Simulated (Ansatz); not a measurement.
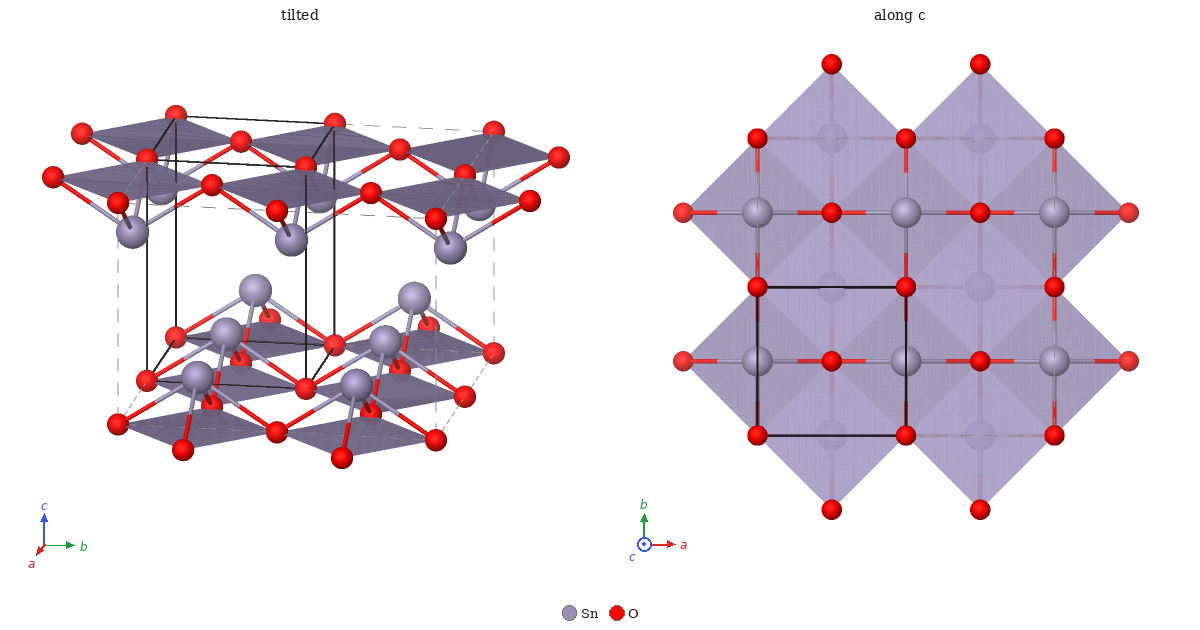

Shown here is a polyhedral view of the crystal, taken slightly off an axis and along the c axis. 2×2×1 cells are drawn; the solid outline is the conventional unit cell. Some atoms of the next cells are drawn as well. Cell: a = 3.656 Å, b = 3.656 Å, c = 5.210 Å, α = 90.00°, β = 90.00°, γ = 90.00°.

Describe the crystal.

- It has the composition SnO.
- The symmetry is that of P4/nmm (No. 129), on a primitive tetragonal lattice.
- It has 4 atoms to the cell (2 Sn, 2 O).
- Sn is linked to four O at about 2.2 Å. The neighbours of O are four Sn in a tetrahedral arrangement at about 2.2 Å.
- The bonds build SnO layers parallel to (001).

Starting structure: a structure listed in the Materials Project. It was relaxed with DFT r2SCAN, scalar-relativistic, plane waves, PAW (Ansatz) under a constraint or pressure on the cell, so some stress remains.

At this level of theory the cell isn't at rest (compressed, at 5 GPa), so its distances can differ from those at equilibrium, the more so the softer the solid.
